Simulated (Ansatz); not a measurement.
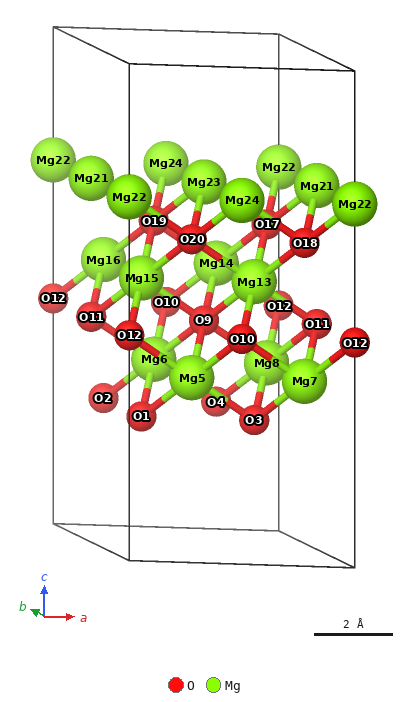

*The starting structure (ball-and-stick view of the cell of the calculation, with the vacuum cut short, seen slightly off an axis; atoms are numbered from 1 in the order of the input). An atom can appear more than once, as a periodic image.*

MgO: geometry relaxation (part 1 of 4)

The run: geometry relaxation of MgO (slab, 24 atoms in the cell). Method and program: DFT PBE+D3(BJ), scalar-relativistic, plane waves, PAW, no spin polarisation (Ansatz 0.2.0).

The structure derives from an entry of the Crystallography Open Database. The input holds or restrains some coordinates. Forces given for the steps count only the free coordinates. It belongs to a series of runs on one base structure; here: clean slab, lower planes held. Figures and captions count atoms from 1; the log counts them from 0 in places.

### Output
```
Engine: ansatz 0.2.0, aarch64-unknown-linux-gnu
Pseudopotentials: kind: paw
Pseudopotential: O, paw, valence charge 6, recommended cutoff 420 eV (normal), O.paw.azcp
Pseudopotential: Mg, paw, valence charge 10, recommended cutoff 420 eV (normal), Mg.paw.azcp
Functional definition: PBE
  parameter kappa = 0.804
  parameter beta = 0.06672455060314922
  exchange = pbe_x(kappa = kappa, mu = beta*pi^2/3)
  correlation = pbe_c(beta = beta)
Crystal: 24 atoms, lattice volume = 676.896 Å³
Basis set: ecut = 420 eV, 13201 PW (Γ), exchange–correlation on 80×80×300 points (8 copies of the dense FFT grid, shifted against one another)
Bands: 120, of which v1, the nominal top of the filled ones, is band 96 counted from 1 (95 counted from 0)
Symmetry: 24 space group operations
Space group: P3m1 (ITA 156), of the structure as read, at distance tolerance 8.8e-5 Å
k-points: 3 of 9 (time reversal used)
Non-local potential: O, projectors of the file, l = 0: 2, l = 1: 2, l = 2: 1
Non-local potential: Mg, projectors of the file, l = 0: 3, l = 1: 2, l = 2: 1
PAW form: soft (Blöchl's): semilocal exchange-correlation on the pseudo side does not see the compensation charge
PAW one-centre angular grid: O, 110 points (default); XC on 64 Gauss nodes
PAW one-centre angular grid: Mg, 110 points (default); XC on 64 Gauss nodes
Initial density: superposition of atomic densities (neutral atoms: chi_scale 0, normalization atom), corrected by the library's trained network
Initial wavefunctions: pseudopotential atomic-orbital guess
Functional: x = pbe(κ = 0.804, μ = 0.2195149727645171), c = pbe(β = 0.06672455060314922)
SCF iter   1: F=—  HF=-29912.987578 eV  |F-HF|=—  |Δ(HF+E_count)|=         —  Δρ=1.38e-2  dr2=1.82e1  ethr=1.77e-3  p=0.822 e·Å  D=2.20e-1 V/Å  ΔV_dip=-4.85 eV  dr2_dipole=8.79e0  V_vac-E_F(+/−)=4.91/9.75 eV  ⟨swp⟩=9.7  Hψ=1815  notcnv=0  defer=42
efield: sawtooth ramp at fractional position 0.9800 (placed from the atoms, in the widest stretch of the axis that holds none; the zero of the levels goes with the place), width 0.0400; the density the first Hamiltonian is built on has a dipole p = 0.822 e·Å; the dipole correction subtracts the counter field D = 2.20e-1 V/Å, which shifts the + side's vacuum level by -4.85 eV against the − side's; the planar-averaged density in the ramp window peaks in size at 3.4e-5 e/Å³
preconditioner: auto → LDOS  [insulator: Δε(μ)=0.256 eV  Ē_g=12.883 eV  σ=0.050 eV  W_gap=0.55  n_scr=122 (ndim 8)  ℏωp=14.0 eV  f_vac=0.577  D(μ)=29.40/eV (n_scr^D=252)  ε∞_Penn≈2.2  β→1.0]
SCF iter   2: F=—  HF=-29912.686573 eV  |F-HF|=—  |Δ(HF+E_count)|=   3.01e-1  Δρ=8.66e-3  dr2=5.72e0  ethr=1.77e-3  p=0.864 e·Å  D=2.31e-1 V/Å  ΔV_dip=-5.10 eV  dr2_dipole=2.78e0  V_vac-E_F(+/−)=4.90/10.00 eV  ⟨swp⟩=2.0  Hψ=436  notcnv=0  defer=46
SCF iter   3: F=—  HF=-29912.970280 eV  |F-HF|=—  |Δ(HF+E_count)|=   2.84e-1  Δρ=8.72e-3  dr2=5.55e0  ethr=1.77e-3  p=1.061 e·Å  D=2.84e-1 V/Å  ΔV_dip=-6.26 eV  dr2_dipole=2.84e0  V_vac-E_F(+/−)=3.86/10.12 eV  ⟨swp⟩=2.3  Hψ=346  notcnv=0  defer=46
SCF iter   4: F=—  HF=-29912.730488 eV  |F-HF|=—  |Δ(HF+E_count)|=   2.40e-1  Δρ=8.69e-3  dr2=5.08e0  ethr=1.77e-3  p=0.958 e·Å  D=2.56e-1 V/Å  ΔV_dip=-5.65 eV  dr2_dipole=2.45e0  V_vac-E_F(+/−)=4.44/10.10 eV  ⟨swp⟩=1.7  Hψ=417  notcnv=0  defer=46
SCF iter   5: F=—  HF=-29912.609041 eV  |F-HF|=—  |Δ(HF+E_count)|=   1.21e-1  Δρ=6.90e-3  dr2=3.17e0  ethr=1.77e-3  p=0.925 e·Å  D=2.47e-1 V/Å  ΔV_dip=-5.46 eV  dr2_dipole=1.53e0  V_vac-E_F(+/−)=4.62/10.08 eV  ⟨swp⟩=1.0  Hψ=314  notcnv=0  defer=46
SCF iter   6: F=—  HF=-29912.630516 eV  |F-HF|=—  |Δ(HF+E_count)|=   2.15e-2  Δρ=8.10e-3  dr2=4.46e0  ethr=1.65e-3  p=0.937 e·Å  D=2.51e-1 V/Å  ΔV_dip=-5.53 eV  dr2_dipole=2.16e0  V_vac-E_F(+/−)=4.55/10.08 eV  ⟨swp⟩=1.3  Hψ=315  notcnv=0  defer=46
SCF iter   7: F=—  HF=-29912.652273 eV  |F-HF|=—  |Δ(HF+E_count)|=   2.18e-2  Δρ=7.95e-3  dr2=4.66e0  ethr=1.65e-3  p=0.940 e·Å  D=2.51e-1 V/Å  ΔV_dip=-5.54 eV  dr2_dipole=2.28e0  V_vac-E_F(+/−)=4.55/10.10 eV  ⟨swp⟩=1.7  Hψ=379  notcnv=0  defer=46
SCF iter   8: F=—  HF=-29912.677408 eV  |F-HF|=—  |Δ(HF+E_count)|=   2.51e-2  Δρ=8.29e-3  dr2=4.89e0  ethr=1.65e-3  p=0.942 e·Å  D=2.52e-1 V/Å  ΔV_dip=-5.56 eV  dr2_dipole=2.37e0  V_vac-E_F(+/−)=4.54/10.09 eV  ⟨swp⟩=1.7  Hψ=386  notcnv=0  defer=46
SCF iter   9: F=—  HF=-29912.734609 eV  |F-HF|=—  |Δ(HF+E_count)|=   5.72e-2  Δρ=8.22e-3  dr2=5.04e0  ethr=1.65e-3  p=0.959 e·Å  D=2.56e-1 V/Å  ΔV_dip=-5.66 eV  dr2_dipole=2.45e0  V_vac-E_F(+/−)=4.44/10.10 eV  ⟨swp⟩=1.7  Hψ=316  notcnv=0  defer=46
SCF iter  10: F=—  HF=-29912.700081 eV  |F-HF|=—  |Δ(HF+E_count)|=   3.45e-2  Δρ=8.25e-3  dr2=4.96e0  ethr=1.65e-3  p=0.951 e·Å  D=2.54e-1 V/Å  ΔV_dip=-5.61 eV  dr2_dipole=2.40e0  V_vac-E_F(+/−)=4.48/10.10 eV  ⟨swp⟩=1.7  Hψ=334  notcnv=0  defer=46
SCF iter  11: F=—  HF=-29912.688141 eV  |F-HF|=—  |Δ(HF+E_count)|=   1.19e-2  Δρ=8.42e-3  dr2=4.95e0  ethr=1.65e-3  p=0.946 e·Å  D=2.53e-1 V/Å  ΔV_dip=-5.58 eV  dr2_dipole=2.40e0  V_vac-E_F(+/−)=4.49/10.07 eV  ⟨swp⟩=1.7  Hψ=319  notcnv=0  defer=46
SCF iter  12: F=—  HF=-29912.606912 eV  |F-HF|=—  |Δ(HF+E_count)|=   8.12e-2  Δρ=6.71e-3  dr2=2.97e0  ethr=1.65e-3  p=0.920 e·Å  D=2.46e-1 V/Å  ΔV_dip=-5.43 eV  dr2_dipole=1.43e0  V_vac-E_F(+/−)=4.64/10.07 eV  ⟨swp⟩=1.7  Hψ=360  notcnv=0  defer=46
SCF iter  13: F=—  HF=-29912.602696 eV  |F-HF|=—  |Δ(HF+E_count)|=   4.22e-3  Δρ=5.36e-3  dr2=2.33e0  ethr=1.55e-3  p=0.890 e·Å  D=2.38e-1 V/Å  ΔV_dip=-5.25 eV  dr2_dipole=1.14e0  V_vac-E_F(+/−)=4.78/10.03 eV  ⟨swp⟩=1.7  Hψ=483  notcnv=0  defer=46
SCF iter  14: F=—  HF=-29912.582965 eV  |F-HF|=—  |Δ(HF+E_count)|=   1.97e-2  Δρ=1.04e-3  dr2=3.27e-2  ethr=1.21e-3  p=0.906 e·Å  D=2.42e-1 V/Å  ΔV_dip=-5.35 eV  dr2_dipole=1.35e-2  V_vac-E_F(+/−)=4.72/10.06 eV  ⟨swp⟩=1.7  Hψ=319  notcnv=0  defer=46
SCF iter  15: F=—  HF=-29912.585463 eV  |F-HF|=—  |Δ(HF+E_count)|=   2.50e-3  Δρ=3.28e-3  dr2=6.86e-1  ethr=1.71e-5  p=0.912 e·Å  D=2.44e-1 V/Å  ΔV_dip=-5.38 eV  dr2_dipole=3.26e-1  V_vac-E_F(+/−)=4.69/10.07 eV  ⟨swp⟩=2.0  Hψ=362  notcnv=0  defer=46
SCF iter  16: F=—  HF=-29912.583334 eV  |F-HF|=—  |Δ(HF+E_count)|=   2.13e-3  Δρ=2.27e-3  dr2=3.24e-1  ethr=1.71e-5  p=0.911 e·Å  D=2.43e-1 V/Å  ΔV_dip=-5.37 eV  dr2_dipole=1.54e-1  V_vac-E_F(+/−)=4.69/10.06 eV  ⟨swp⟩=1.3  Hψ=315  notcnv=0  defer=46
SCF iter  17: F=—  HF=-29912.581890 eV  |F-HF|=—  |Δ(HF+E_count)|=   1.44e-3  Δρ=1.09e-3  dr2=7.56e-2  ethr=1.71e-5  p=0.910 e·Å  D=2.43e-1 V/Å  ΔV_dip=-5.37 eV  dr2_dipole=3.61e-2  V_vac-E_F(+/−)=4.69/10.06 eV  ⟨swp⟩=1.0  Hψ=314  notcnv=0  defer=46
SCF iter  18: F=—  HF=-29912.581616 eV  |F-HF|=—  |Δ(HF+E_count)|=   2.74e-4  Δρ=5.28e-4  dr2=2.15e-2  ethr=1.71e-5  p=0.908 e·Å  D=2.43e-1 V/Å  ΔV_dip=-5.36 eV  dr2_dipole=1.05e-2  V_vac-E_F(+/−)=4.69/10.05 eV  ⟨swp⟩=1.0  Hψ=314  notcnv=0  defer=46
SCF iter  19: F=—  HF=-29912.581678 eV  |F-HF|=—  |Δ(HF+E_count)|=   6.14e-5  Δρ=3.96e-5  dr2=6.37e-6  ethr=1.17e-8  p=0.909 e·Å  D=2.43e-1 V/Å  ΔV_dip=-5.36 eV  dr2_dipole=7.43e-8  V_vac-E_F(+/−)=4.69/10.06 eV  ⟨swp⟩=31.0  Hψ=4648  notcnv=0
SCF iter  20: F=—  HF=-29912.581686 eV  |F-HF|=—  |Δ(HF+E_count)|=   7.96e-6  Δρ=5.41e-5  dr2=1.78e-4  ethr=3.32e-9  p=0.909 e·Å  D=2.43e-1 V/Å  ΔV_dip=-5.36 eV  dr2_dipole=8.72e-5  V_vac-E_F(+/−)=4.69/10.06 eV  ⟨swp⟩=2.0  Hψ=435  notcnv=0  recentre
SCF iter  21: F=-29912.581686 eV  HF=-29912.581684 eV  |F-HF|=2.25e-6  |Δ(HF+E_count)|=   1.94e-6  Δρ=1.44e-5  dr2=9.83e-7  ethr=3.32e-9  p=0.909 e·Å  D=2.43e-1 V/Å  ΔV_dip=-5.36 eV  dr2_dipole=1.19e-8  V_vac-E_F(+/−)=4.69/10.05 eV  ⟨swp⟩=17.3  Hψ=2995  notcnv=0
SCF 1 converged in 21 iterations: F = -29912.581686 eV  dr2 = 9.83e-7
  greatest PAW one-centre occupation: 1.000 electrons in one spin orbital (limit 2), on the Mg atom at site 15 (counted from 0), in its partial waves of l = 0
relax step   1: F+E_penalty+E_count = -29912.58168590 eV  Δ(F+E_penalty+E_count) = +0.000e0 eV  max|allowed force component| = 1.467e0 eV/Å  Δτ_max = 0.0000 Å  (21 SCF iters, dr2 threshold 2.25e-5 eV, accepted)
Initial density: handed on by an earlier stage of this run
Initial wavefunctions: those handed on with the density
iter 1 solved again at ethr=3.00e-4 eV; its pass at ethr=3.10e-3 eV (dr2=5.75e-1 eV) is discarded
SCF iter   1: F=—  HF=-29912.795359 eV  |F-HF|=—  |Δ(HF+E_count)|=         —  Δρ=3.49e-3  dr2=5.72e-1  ethr=3.00e-4  p=0.909 e·Å  D=2.43e-1 V/Å  ΔV_dip=-5.36 eV  dr2_dipole=2.66e-1  V_vac-E_F(+/−)=4.68/10.04 eV  ⟨swp⟩=1.7  Hψ=941  notcnv=0  defer=46
efield: sawtooth ramp at fractional position 0.9800 (handed on by an earlier solve), width 0.0400; the density the first Hamiltonian is built on has a dipole p = 0.909 e·Å; the dipole correction subtracts the counter field D = 2.43e-1 V/Å, which shifts the + side's vacuum level by -5.36 eV against the − side's; the planar-averaged density in the ramp window peaks in size at 7.9e-6 e/Å³
preconditioner: auto → LDOS  [insulator: Δε(μ)=0.066 eV  Ē_g=12.523 eV  σ=0.050 eV  W_gap=0.63  n_scr=122 (ndim 8)  ℏωp=14.0 eV  f_vac=0.578  D(μ)=25.81/eV (n_scr^D=228)  ε∞_Penn≈2.2  β→1.0]
SCF iter   2: F=—  HF=-29912.783187 eV  |F-HF|=—  |Δ(HF+E_count)|=   1.22e-2  Δρ=1.75e-3  dr2=1.36e-1  ethr=2.98e-4  p=0.916 e·Å  D=2.45e-1 V/Å  ΔV_dip=-5.40 eV  dr2_dipole=6.19e-2  V_vac-E_F(+/−)=4.65/10.06 eV  ⟨swp⟩=2.0  Hψ=331  notcnv=0  defer=46
SCF iter   3: F=—  HF=-29912.785559 eV  |F-HF|=—  |Δ(HF+E_count)|=   2.37e-3  Δρ=1.33e-3  dr2=6.33e-2  ethr=7.10e-5  p=0.918 e·Å  D=2.45e-1 V/Å  ΔV_dip=-5.42 eV  dr2_dipole=2.78e-2  V_vac-E_F(+/−)=4.65/10.06 eV  ⟨swp⟩=2.0  Hψ=429  notcnv=0  defer=46
SCF iter   4: F=—  HF=-29912.784091 eV  |F-HF|=—  |Δ(HF+E_count)|=   1.47e-3  Δρ=2.19e-4  dr2=3.48e-3  ethr=3.30e-5  p=0.918 e·Å  D=2.45e-1 V/Å  ΔV_dip=-5.41 eV  dr2_dipole=1.63e-3  V_vac-E_F(+/−)=4.65/10.06 eV  ⟨swp⟩=2.3  Hψ=404  notcnv=0  defer=46
SCF iter   5: F=—  HF=-29912.784013 eV  |F-HF|=—  |Δ(HF+E_count)|=   7.79e-5  Δρ=1.09e-4  dr2=9.36e-5  ethr=5.21e-8  p=0.918 e·Å  D=2.45e-1 V/Å  ΔV_dip=-5.41 eV  dr2_dipole=9.65e-7  V_vac-E_F(+/−)=4.65/10.07 eV  ⟨swp⟩=27.0  Hψ=4529  notcnv=0
SCF iter   6: F=-29912.784039 eV  HF=-29912.784033 eV  |F-HF|=6.17e-6  |Δ(HF+E_count)|=   1.96e-5  Δρ=6.48e-5  dr2=2.75e-5  ethr=4.87e-8  p=0.917 e·Å  D=2.45e-1 V/Å  ΔV_dip=-5.41 eV  dr2_dipole=2.39e-7  V_vac-E_F(+/−)=4.65/10.07 eV  ⟨swp⟩=20.0  Hψ=3839  notcnv=0
SCF 2 converged in 6 iterations: F = -29912.784039 eV  dr2 = 2.75e-5
relax step   2: F+E_penalty+E_count = -29912.78403890 eV  Δ(F+E_penalty+E_count) = -2.024e-1 eV  max|allowed force component| = 8.366e-1 eV/Å  Δτ_max = 0.0368 Å  (6 SCF iters, dr2 threshold 1.00e-4 eV, accepted)
iter 1 solved again at ethr=1.33e-3 eV; its pass at ethr=3.10e-3 eV (dr2=2.55e0 eV) is discarded
```
